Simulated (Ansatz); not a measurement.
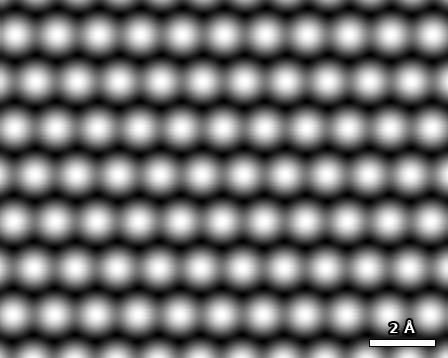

HAADF-like image of W (Fd-3m, No. 227) along [210]. Simulation: incoherent imaging, intensity Z^1.6 per atom, probe width 0.91 Å, thin sample. The probe carries 15 % of its weight in a tail 2.5 times as wide. The display is stretched by a gamma of 0.65; percentages refer to the linear signal. A slight drift was added. Model: the geometry given to an electronic-structure calculation, possibly off equilibrium; the starting structure was generated, so it need not be a known form of this composition.

> Interpret the image.

The columns repeat on a centred rectangular net of 1.30 × 2.92 Å (plane group c2mm). All columns are alike (W). The shortest distance between visible columns is 1.30 Å in projection. Along the beam the structure repeats every 13.04 Å.
